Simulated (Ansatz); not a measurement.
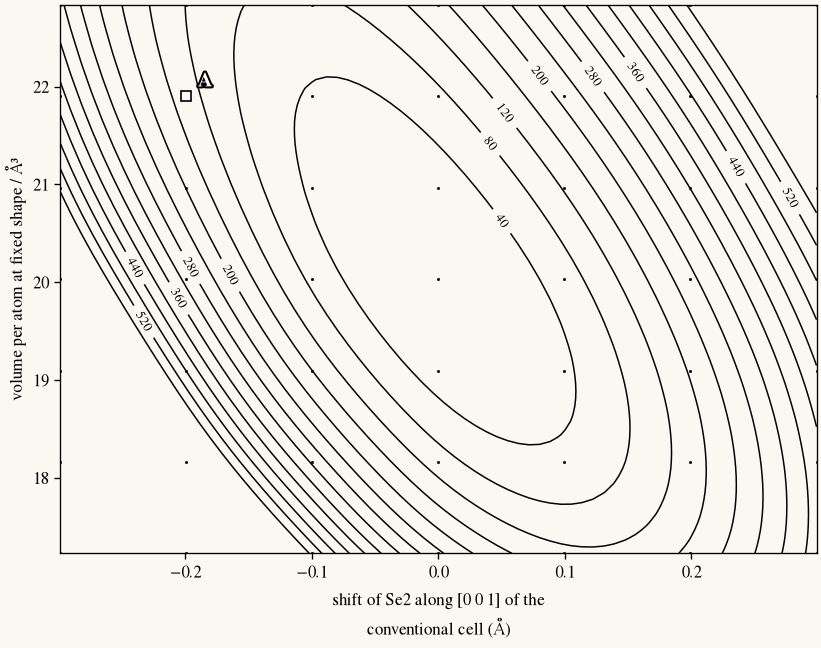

WSe₂ (P-6m2, No. 187; 3 atoms in the cell). The energy is mapped over a free internal coordinate and the cell. Coordinates scanned: (1) shift of Se2 along [0 0 1] of the conventional cell, Cartesian (0 0 1), its symmetry partners moved as symmetry demands (measured in the relaxed cell); (2) volume per atom at fixed shape. Nothing is relaxed (all other coordinates fixed). The scan uses a 7 × 7 grid. Points are written as (first, second). Energies: meV/atom, counted from the lowest grid point. The band gap closes in part of the range. Computed with DFT LDA+D3(BJ), scalar-relativistic, plane waves, PAW in Ansatz. Settings: cutoff 420 eV, k-mesh 12×12×4 in the order of the run's cell vectors, gaussian smearing 0.05 eV, no spin polarisation.

The picture shows contour lines labelled in meV/atom (none above 560), dots at the grid points, the point A. Between grid points the surface is interpolated.

### Is A at rest? If not, where is it pushed?

A, at (−0.2 Å, 21.90 Å³), is not a stationary point. The computed force is 1800 meV/atom for each Å towards larger values of the first coordinate and 41 meV/atom for each Å³ towards larger values of volume per atom at fixed shape.

PAW datasets: the set soft_1.
